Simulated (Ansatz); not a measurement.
System: AlCo, space group Pm-3m (No. 221).

Structure:
```yaml
crystal:
  lattice:
    - [2.81940, 0.00000, 0.00000]
    - [0.00000, 2.81940, 0.00000]
    - [0.00000, 0.00000, 2.81940]
  atoms:
    - { symbol: Co, position: [0.50000, 0.50000, 0.50000] }
    - { symbol: Al, position: [0.00000, 0.00000, 0.00000] }
```

How it was computed, with Ansatz 0.2.0: all-electron LAPW DFT, collinear spins; energies at scaled volumes of the given cell, shape and fractions fixed, counted from the fit's minimum, third-order Birch-Murnaghan fit. Level: LDA, collinear spin.

k mesh 9×9×9; occupations Fermi–Dirac; smearing width 0.05 eV; potentials all electron LAPW, scalar relativistic; program settings basis error eV/atom 0.001.

Describe the result: the energy and pressure against volume. The volume takes the values 10.53, 10.76, 10.98, 11.21, 11.43, 11.65, 11.88 Å³/atom.

A third-order Birch–Murnaghan fit gives V0 = 10.89 Å³/atom, B0 = 207 GPa and B′ = 4.3. The energy is 8.14 meV/atom at volume 10.53 Å³/atom and 49.52 meV/atom at 11.88 Å³/atom; the lowest computed point is at volume 10.98 Å³/atom (0.46 meV/atom). The pressure falls from 7.48 GPa at volume 10.53 Å³/atom to −14.92 GPa at 11.88 Å³/atom, and changes sign near 10.90 Å³/atom.

```csv
volume (Å³/atom),energy (meV/atom),pressure (GPa)
10.53,8.14,7.48
10.76,1.11,2.67
10.98,0.46,-1.65
11.21,5.54,-5.52
11.43,15.75,-9.00
11.65,30.57,-12.12
11.88,49.52,-14.92
```

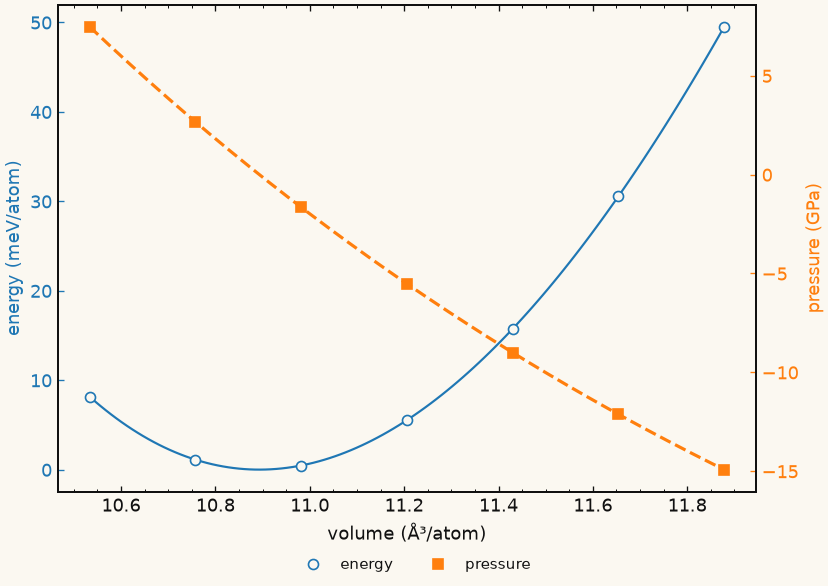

Keep in mind: the program warns: seeded moment not kept.
